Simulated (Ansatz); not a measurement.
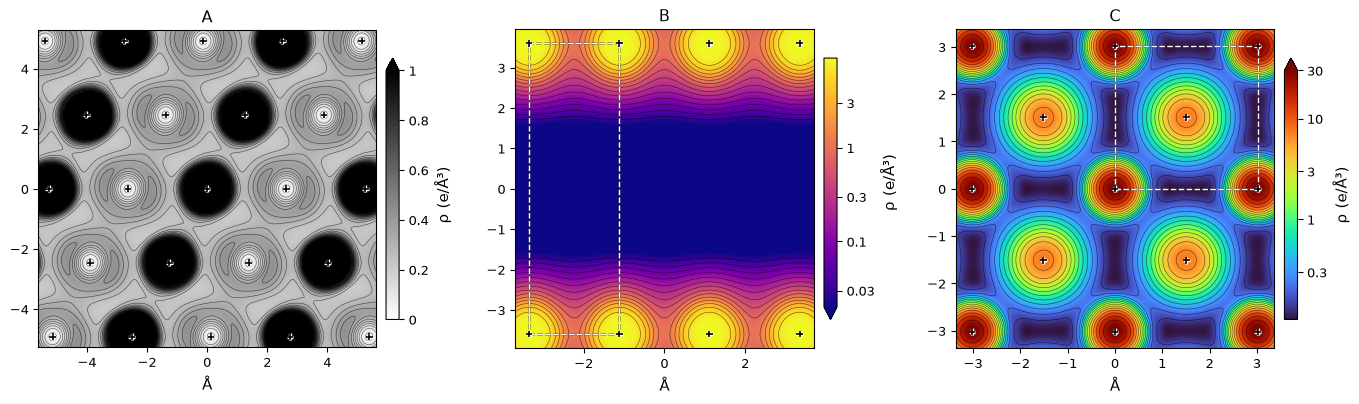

The valence charge density (pseudo) of 3 systems, each on a plane through atoms (crosses mark nuclei in the plane).

Level of theory: DFT r2SCAN, scalar-relativistic, plane waves, PAW (Ansatz).

System 1: Ir, the (100) plane of the conventional cell. Space group Pmma; a structure from a database of computed crystals, not necessarily the ambient phase; spin-polarised.

System 2: TiSi, the (111) plane of the conventional cell. Space group Cmmm; a structure from a database of computed crystals, not necessarily the ambient phase; computed without spin polarisation.

System 3: MgO, the (001) plane of the conventional cell. Space group I4mm; changed on purpose from its base cell (all Mg atoms moved +0.062 Å, as atom 1 along Cartesian [0 1 0]); computed pressure about −7 GPa in this cell.

```
CELL_PARAMETERS angstrom
-2.13515 0.00000 -2.13515
-2.13515 0.00000 2.13515
0.00000 4.27030 0.00000
ATOMIC_POSITIONS crystal
Mg 0.00000 0.00000 0.01464
Mg 0.50000 0.50000 0.51464
O 0.50000 0.50000 0.00000
O 0.00000 0.00000 0.50000
```

Question: Match each panel to its system.

Answer: Panel A is system 2, TiSi: the plane holds Ti and Si. Ti–Si (2.63 Å): the density is about 0.29 e/Å³ at the midpoint. Panel B is system 1, Ir: the plane holds Ir. Ir–Ir (2.23 Å): the density is about 1 e/Å³ at the midpoint. Panel C is system 3, MgO: the plane holds Mg and O. Mg–O (2.14 Å): the density is about 0.32 e/Å³ at the midpoint.
